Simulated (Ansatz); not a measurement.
## Geometry relaxation of Si96C95 (charge −3) (part 4 of 4)

Continued. System: Si96C95 (defect cell, 191 atoms in the cell, total charge −3). Method: DFT, PBEsol, PAW, plane waves (Ansatz 0.2.0); cutoff 420 eV, 1×1×1 k-mesh, Fermi–Dirac smearing of 0.01 eV. 

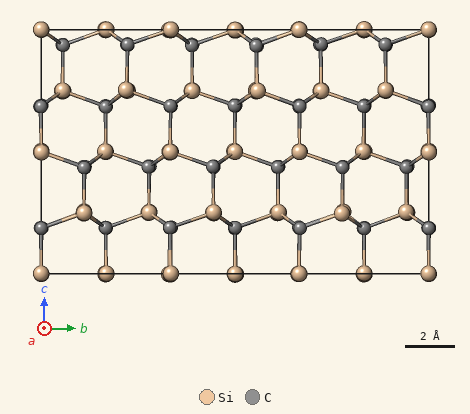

*The starting structure (ball-and-stick view of the cell of the calculation, along the a axis).*

Output, continued:
```
    61     Si      2.9747     0.0001
    62     Si      2.9699     0.0001
    63     Si      2.9700     0.0001
    64     Si      2.9742     0.0001
    65     Si      2.9761     0.0002
    66     Si      2.9738     0.0001
    67     Si      2.9813     0.0001
    68     Si      2.9743     0.0001
    69     Si      2.9759     0.0001
    70     Si      2.9755     0.0001
    71     Si      2.9755     0.0001
    72     Si      2.9592     0.0000
    73     Si      2.9603     0.0000
    74     Si      2.9599     0.0000
    75     Si      2.9591     0.0000
    76     Si      2.9591     0.0000
    77     Si      2.9593     0.0000
    78     Si      2.9592     0.0000
    79     Si      2.9592     0.0000
    80     Si      2.9597     0.0000
    81     Si      2.9580     0.0000
    82     Si      2.9568     0.0000
    83     Si      2.9571     0.0000
    84     Si      2.9578     0.0000
    85     Si      2.9576     0.0000
    86     Si      2.9595     0.0000
    87     Si      2.9587     0.0000
    88     Si      2.9558     0.0000
    89     Si      2.9465     0.0000
    90     Si      2.9562     0.0000
    91     Si      2.9595     0.0000
    92     Si      2.9603     0.0000
    93     Si      2.9597     0.0000
    94     Si      2.9586     0.0000
    95     Si      2.9592     0.0000
    96      C      4.9703     0.0000
    97      C      4.9696     0.0000
    98      C      4.9700     0.0000
    99      C      4.9701     0.0000
   100      C      4.9703     0.0000
   101      C      4.9692     0.0000
   102      C      4.9711     0.0000
   103      C      4.9695     0.0000
   104      C      4.9699     0.0000
   105      C      4.9709     0.0000
   106      C      4.9721     0.0000
   107      C      4.9453     0.0000
   108      C      4.9458     0.0000
   109      C      4.9717     0.0000
   110      C      4.9705     0.0000
   111      C      4.9700     0.0000
   112      C      4.9751     0.0000
   113      C      4.9607     0.0000
   114      C      4.9753     0.0000
   115      C      4.9701     0.0000
   116      C      4.9691     0.0000
   117      C      4.9690     0.0000
   118      C      4.9710     0.0000
   119      C      4.9711     0.0000
   120      C      4.9721     0.0000
   121      C      4.9721     0.0000
   122      C      4.9722     0.0000
   123      C      4.9719     0.0000
   124      C      4.9724     0.0000
   125      C      4.9730     0.0000
   126      C      4.9713     0.0000
   127      C      4.9721     0.0000
   128      C      4.9711     0.0000
   129      C      4.9732     0.0000
   130      C      4.9751     0.0000
   131      C      4.9723     0.0000
   132      C      4.9734     0.0000
   133      C      4.9742     0.0000
   134      C      4.9732     0.0000
   135      C      4.9729     0.0000
   136      C      4.9706     0.0000
   137      C      4.9592     0.0000
   138      C      4.9703     0.0000
   139      C      4.9727     0.0000
   140      C      4.9702     0.0000
   141      C      4.9692     0.0000
   142      C      4.9727     0.0000
   143      C      4.9718     0.0000
   144      C      4.9811     0.0000
   145      C      4.9782     0.0000
   146      C      4.9789     0.0000
   147      C      4.9719     0.0000
   148      C      4.9828     0.0000
   149      C      4.9416     0.0000
   150      C      4.9404     0.0000
   151      C      4.9829     0.0000
   152      C      4.9814     0.0000
   153      C      4.9875     0.0000
   154      C      4.9802     0.0000
   155      C      4.9805     0.0000
   156      C      4.9870     0.0000
   157      C      4.9828     0.0000
   158      C      4.9832     0.0000
   159      C      4.9685     0.0000
   160      C      4.9642     0.0000
   161      C      4.9845     0.0000
   162      C      4.9836     0.0000
   163      C      4.9784     0.0000
   164      C      4.9746     0.0000
   165      C      4.9825     0.0000
   166      C      4.9820     0.0000
   167      C      4.9807     0.0000
   168      C      4.9810     0.0000
   169      C      4.9802     0.0000
   170      C      4.9799     0.0000
   171      C      4.9805     0.0000
   172      C      4.9794     0.0000
   173      C      4.9829     0.0000
   174      C      4.9894     0.0000
   175      C      4.9797     0.0000
   176      C      4.9887    -0.0000
   177      C      4.9820     0.0000
   178      C      4.9813     0.0000
   179      C      4.9817     0.0000
   180      C      4.9822     0.0000
   181      C      4.9895     0.0000
   182      C      4.9892     0.0000
   183      C      4.9822     0.0000
   184      C      4.9807     0.0000
   185      C      4.9813     0.0000
   186      C      4.9861    -0.0000
   187      C      4.9814     0.0000
   188      C      4.9812     0.0000
   189      C      4.9806     0.0000
   190      C      4.9822     0.0000
  spilling = 0.010143 (of n_electrons = 767.000000)
```

This output came from the following input.

The input:
```yaml
crystal:
  lattice:
    - [12.312272, 0.000000, 0.000000]
    - [0.000000, 15.994110, 0.000000]
    - [0.000000, 0.000000, 10.075947]
  atoms:
    - { symbol: Si, position: [0.000187, 0.000698, 0.497600] }
    - { symbol: Si, position: [0.250217, 0.000516, 0.502563] }
    - { symbol: Si, position: [0.121021, 0.166320, 0.501123] }
    - { symbol: Si, position: [0.996911, 0.333254, 0.499192] }
    - { symbol: Si, position: [0.497866, 0.999728, 0.498291] }
    - { symbol: Si, position: [0.375472, 0.166559, 0.499240] }
    - { symbol: Si, position: [0.249310, 0.331255, 0.500216] }
    - { symbol: Si, position: [0.124490, 0.498903, 0.500235] }
    - { symbol: Si, position: [0.999693, 0.666621, 0.498977] }
    - { symbol: Si, position: [0.747139, 0.000162, 0.500958] }
    - { symbol: Si, position: [0.625658, 0.166818, 0.499726] }
    - { symbol: Si, position: [0.499369, 0.331816, 0.497227], spin: 0.25 }
    - { symbol: Si, position: [0.374308, 0.500235, 0.499256], spin: 0.25 }
    - { symbol: Si, position: [0.250364, 0.666639, 0.500857] }
    - { symbol: Si, position: [0.121884, 0.833087, 0.500487] }
    - { symbol: Si, position: [0.875327, 0.165165, 0.501450] }
    - { symbol: Si, position: [0.750910, 0.334594, 0.499220] }
    - { symbol: Si, position: [0.625656, 0.498478, 0.502764], spin: 0.25 }
    - { symbol: Si, position: [0.501434, 0.666655, 0.500091] }
    - { symbol: Si, position: [0.375309, 0.833142, 0.499574] }
    - { symbol: Si, position: [0.874933, 0.500057, 0.499617] }
    - { symbol: Si, position: [0.750885, 0.667328, 0.499122] }
    - { symbol: Si, position: [0.626910, 0.834316, 0.500849] }
    - { symbol: Si, position: [0.876122, 0.830937, 0.501491] }
    - { symbol: Si, position: [0.997631, 0.110970, 0.249088] }
    - { symbol: Si, position: [0.249936, 0.110515, 0.254727] }
    - { symbol: Si, position: [0.124939, 0.278997, 0.253157] }
    - { symbol: Si, position: [0.999283, 0.445168, 0.251984] }
    - { symbol: Si, position: [0.501374, 0.110159, 0.251008] }
    - { symbol: Si, position: [0.378857, 0.277772, 0.251803] }
    - { symbol: Si, position: [0.248163, 0.443616, 0.250170] }
    - { symbol: Si, position: [0.125688, 0.609948, 0.248445] }
    - { symbol: Si, position: [0.001068, 0.776279, 0.246766] }
    - { symbol: Si, position: [0.746597, 0.110122, 0.247298] }
    - { symbol: Si, position: [0.624759, 0.277202, 0.249707] }
    - { symbol: Si, position: [0.499644, 0.444042, 0.249844], spin: 0.25 }
    - { symbol: Si, position: [0.376744, 0.613265, 0.250851] }
    - { symbol: Si, position: [0.249371, 0.778427, 0.249732] }
    - { symbol: Si, position: [0.126372, 0.944377, 0.249331] }
    - { symbol: Si, position: [0.873977, 0.278648, 0.250774] }
    - { symbol: Si, position: [0.748051, 0.445350, 0.248190] }
    - { symbol: Si, position: [0.624562, 0.610437, 0.249400] }
    - { symbol: Si, position: [0.497338, 0.779515, 0.253904] }
    - { symbol: Si, position: [0.372903, 0.943254, 0.250393] }
    - { symbol: Si, position: [0.875764, 0.612786, 0.252078] }
    - { symbol: Si, position: [0.751012, 0.779627, 0.253401] }
    - { symbol: Si, position: [0.625359, 0.944345, 0.252031] }
    - { symbol: Si, position: [0.874550, 0.941863, 0.253017] }
    - { symbol: Si, position: [0.125339, 0.053845, 0.750273] }
    - { symbol: Si, position: [0.998244, 0.218909, 0.753915] }
    - { symbol: Si, position: [0.376073, 0.057290, 0.748638] }
    - { symbol: Si, position: [0.251265, 0.223176, 0.750399] }
    - { symbol: Si, position: [0.122720, 0.388683, 0.749593] }
    - { symbol: Si, position: [0.002284, 0.559093, 0.749343] }
    - { symbol: Si, position: [0.627146, 0.055249, 0.747467] }
    - { symbol: Si, position: [0.499202, 0.222524, 0.750979] }
    - { symbol: Si, position: [0.374542, 0.388919, 0.751219] }
    - { symbol: Si, position: [0.250798, 0.554760, 0.752770] }
    - { symbol: Si, position: [0.125245, 0.721273, 0.748105] }
    - { symbol: Si, position: [0.001261, 0.888764, 0.752193] }
    - { symbol: Si, position: [0.873582, 0.055477, 0.750480] }
    - { symbol: Si, position: [0.750429, 0.221824, 0.749797] }
    - { symbol: Si, position: [0.622206, 0.390230, 0.750146] }
    - { symbol: Si, position: [0.498656, 0.555152, 0.747425] }
    - { symbol: Si, position: [0.374321, 0.721721, 0.750898] }
    - { symbol: Si, position: [0.248389, 0.890067, 0.751940] }
    - { symbol: Si, position: [0.876136, 0.389746, 0.749140] }
    - { symbol: Si, position: [0.751504, 0.555345, 0.748490] }
    - { symbol: Si, position: [0.625810, 0.722976, 0.751149] }
    - { symbol: Si, position: [0.503348, 0.888509, 0.752519] }
    - { symbol: Si, position: [0.873626, 0.722743, 0.748991] }
    - { symbol: Si, position: [0.750240, 0.889002, 0.749563] }
    - { symbol: Si, position: [0.001082, 0.999759, 0.000809] }
    - { symbol: Si, position: [0.248936, 0.999948, 0.000250] }
    - { symbol: Si, position: [0.124841, 0.165993, 0.001182] }
    - { symbol: Si, position: [0.000028, 0.334821, 0.000700] }
    - { symbol: Si, position: [0.501789, 0.999906, 0.000363] }
    - { symbol: Si, position: [0.375810, 0.166314, 0.998104] }
    - { symbol: Si, position: [0.245389, 0.329965, 0.998323] }
    - { symbol: Si, position: [0.124986, 0.500462, 0.996328] }
    - { symbol: Si, position: [0.000887, 0.666089, 0.999505] }
    - { symbol: Si, position: [0.746277, 0.000404, 0.999319] }
    - { symbol: Si, position: [0.625945, 0.165973, 0.998608] }
    - { symbol: Si, position: [0.503530, 0.333957, 0.997649] }
    - { symbol: Si, position: [0.376609, 0.499593, 0.999271] }
    - { symbol: Si, position: [0.248938, 0.663680, 0.999265] }
    - { symbol: Si, position: [0.124714, 0.832611, 0.999421] }
    - { symbol: Si, position: [0.877361, 0.168360, 0.000423] }
    - { symbol: Si, position: [0.748932, 0.333984, 0.999926] }
    - { symbol: Si, position: [0.625589, 0.502849, 0.998143] }
    - { symbol: Si, position: [0.500641, 0.666440, 0.999469] }
    - { symbol: Si, position: [0.376821, 0.834551, 0.998737] }
    - { symbol: Si, position: [0.872569, 0.500535, 0.999209] }
    - { symbol: Si, position: [0.749103, 0.665868, 0.001195] }
    - { symbol: Si, position: [0.624679, 0.833041, 0.997869] }
    - { symbol: Si, position: [0.876154, 0.833683, 0.001840] }
    - { symbol: C, position: [0.001051, 0.000045, 0.186392] }
    - { symbol: C, position: [0.249480, 0.998366, 0.187999] }
    - { symbol: C, position: [0.126058, 0.167721, 0.188960] }
    - { symbol: C, position: [0.000448, 0.332205, 0.189140] }
    - { symbol: C, position: [0.499447, 0.001764, 0.187478] }
    - { symbol: C, position: [0.376246, 0.167151, 0.186500] }
    - { symbol: C, position: [0.250758, 0.331370, 0.188980] }
    - { symbol: C, position: [0.126263, 0.499893, 0.185661] }
    - { symbol: C, position: [0.002566, 0.668145, 0.186815] }
    - { symbol: C, position: [0.749400, 0.000068, 0.185558] }
    - { symbol: C, position: [0.626553, 0.165601, 0.189213] }
    - { symbol: C, position: [0.501646, 0.333427, 0.188662] }
    - { symbol: C, position: [0.377029, 0.499338, 0.188967] }
    - { symbol: C, position: [0.246349, 0.665599, 0.189381] }
    - { symbol: C, position: [0.122356, 0.834074, 0.188238] }
    - { symbol: C, position: [0.877182, 0.166674, 0.187894] }
    - { symbol: C, position: [0.749345, 0.335692, 0.190156] }
    - { symbol: C, position: [0.624011, 0.500669, 0.187019] }
    - { symbol: C, position: [0.501160, 0.667026, 0.186446] }
    - { symbol: C, position: [0.374037, 0.832908, 0.186311] }
    - { symbol: C, position: [0.879236, 0.500781, 0.189088] }
    - { symbol: C, position: [0.752765, 0.664926, 0.190756] }
    - { symbol: C, position: [0.626530, 0.831962, 0.186463] }
    - { symbol: C, position: [0.875542, 0.834099, 0.185542] }
    - { symbol: C, position: [0.997954, 0.999484, 0.684879] }
    - { symbol: C, position: [0.250486, 0.996978, 0.685337] }
    - { symbol: C, position: [0.123056, 0.166102, 0.687741] }
    - { symbol: C, position: [0.998228, 0.333552, 0.687633] }
    - { symbol: C, position: [0.501483, 0.001443, 0.689633] }
    - { symbol: C, position: [0.376256, 0.164999, 0.686587] }
    - { symbol: C, position: [0.250011, 0.334188, 0.685849] }
    - { symbol: C, position: [0.125836, 0.499035, 0.690611] }
    - { symbol: C, position: [0.001994, 0.667615, 0.686361] }
    - { symbol: C, position: [0.749149, 0.999314, 0.688857] }
    - { symbol: C, position: [0.627426, 0.167574, 0.684400] }
    - { symbol: C, position: [0.498937, 0.335074, 0.686950] }
    - { symbol: C, position: [0.373090, 0.500874, 0.687495] }
    - { symbol: C, position: [0.251122, 0.665240, 0.689556] }
    - { symbol: C, position: [0.124759, 0.833161, 0.688475] }
    - { symbol: C, position: [0.874789, 0.166834, 0.683516] }
    - { symbol: C, position: [0.749610, 0.333069, 0.686671] }
    - { symbol: C, position: [0.624068, 0.501919, 0.690292] }
    - { symbol: C, position: [0.501936, 0.665773, 0.688030] }
    - { symbol: C, position: [0.373183, 0.834783, 0.689598] }
    - { symbol: C, position: [0.875825, 0.498948, 0.688677] }
    - { symbol: C, position: [0.750086, 0.665975, 0.683997] }
    - { symbol: C, position: [0.625517, 0.834521, 0.685969] }
    - { symbol: C, position: [0.878681, 0.832365, 0.686498] }
    - { symbol: C, position: [0.000878, 0.110786, 0.434949] }
    - { symbol: C, position: [0.248876, 0.112204, 0.434097] }
    - { symbol: C, position: [0.124619, 0.276920, 0.439642] }
    - { symbol: C, position: [0.999311, 0.443004, 0.439439] }
    - { symbol: C, position: [0.502691, 0.109774, 0.438359] }
    - { symbol: C, position: [0.374156, 0.277945, 0.440670] }
    - { symbol: C, position: [0.251604, 0.445709, 0.439735] }
    - { symbol: C, position: [0.125983, 0.610386, 0.438192] }
    - { symbol: C, position: [0.001412, 0.777675, 0.435975] }
    - { symbol: C, position: [0.750046, 0.112994, 0.438498] }
    - { symbol: C, position: [0.624347, 0.280683, 0.439570] }
    - { symbol: C, position: [0.375690, 0.610214, 0.436589] }
    - { symbol: C, position: [0.248190, 0.778668, 0.438621] }
    - { symbol: C, position: [0.126280, 0.944239, 0.441149] }
    - { symbol: C, position: [0.873019, 0.276687, 0.437798] }
    - { symbol: C, position: [0.751163, 0.444673, 0.435794] }
    - { symbol: C, position: [0.625932, 0.612641, 0.438488] }
    - { symbol: C, position: [0.499643, 0.777333, 0.436895] }
    - { symbol: C, position: [0.374647, 0.945071, 0.438412] }
    - { symbol: C, position: [0.874133, 0.610720, 0.436815] }
    - { symbol: C, position: [0.746879, 0.777555, 0.436972] }
    - { symbol: C, position: [0.623987, 0.945815, 0.440261] }
    - { symbol: C, position: [0.877422, 0.942471, 0.436483] }
    - { symbol: C, position: [0.125499, 0.055746, 0.937262] }
    - { symbol: C, position: [0.998228, 0.223256, 0.938769] }
    - { symbol: C, position: [0.375609, 0.054445, 0.938065] }
    - { symbol: C, position: [0.250887, 0.222679, 0.941129] }
    - { symbol: C, position: [0.125628, 0.390672, 0.937863] }
    - { symbol: C, position: [0.002305, 0.554603, 0.934179] }
    - { symbol: C, position: [0.626400, 0.056063, 0.938518] }
    - { symbol: C, position: [0.499680, 0.221075, 0.938716] }
    - { symbol: C, position: [0.374822, 0.390366, 0.938081] }
    - { symbol: C, position: [0.250904, 0.556016, 0.934559] }
    - { symbol: C, position: [0.125523, 0.721953, 0.937599] }
    - { symbol: C, position: [0.998439, 0.887756, 0.939646] }
    - { symbol: C, position: [0.873809, 0.056623, 0.936086] }
    - { symbol: C, position: [0.750207, 0.223640, 0.936929] }
    - { symbol: C, position: [0.622946, 0.388586, 0.939522] }
    - { symbol: C, position: [0.499246, 0.557276, 0.933665] }
    - { symbol: C, position: [0.375122, 0.722705, 0.937651] }
    - { symbol: C, position: [0.248181, 0.889980, 0.938474] }
    - { symbol: C, position: [0.875967, 0.389036, 0.935054] }
    - { symbol: C, position: [0.751376, 0.554157, 0.940331] }
    - { symbol: C, position: [0.626003, 0.719296, 0.938810] }
    - { symbol: C, position: [0.498746, 0.889284, 0.935894] }
    - { symbol: C, position: [0.873881, 0.722575, 0.941149] }
    - { symbol: C, position: [0.751861, 0.889586, 0.938405] }
  symmetry: { detect: false }
kpoints:
  mp_grid: { grid: [1, 1, 1], shift: [0.25, 0.25, 0.25] }
hamiltonian:
  xc: pbesol
total_charge: -3
magnetization:
  spin_polarized: true
scf:
  occupations: { method: fermi_dirac, width: 0.01 }
relax:
  f_tol: 0.03
  max_steps: 80
  escape_saddle: false
  adjacent_minimum: "off"
output:
  forces: true
  eigenvalues: true
  populations: true
  charged_corrections: { epsilon: 9.7 }
```

Command:
```bash
ansatz run in.yaml --threads 32 --pin off --max-ram 171000MiB --runs-dir r --events-out ev --progress --plain --backend cuda --devices 0,
```

Results in brief:

- outcome: converged
- electrons treated: 767
- free energy: −83110.6298 eV
- Fermi energy: 11.880 eV
- net moment of the cell: 0.01 μB
- largest force (length of the vector) at the end: 0.011 eV/Å
- hardware: 1 × NVIDIA GB300 Max-Q, 32 threads of Arm Neoverse-V2, 180 GiB of memory available, shared host
- wall time: 67 s (CPU time 2.8 min)
- peak memory: 2.6 GiB

Notes:

The program warns: some starting moments were not kept. The k-point mesh is coarse for a cell of this size, so the results may not be converged.
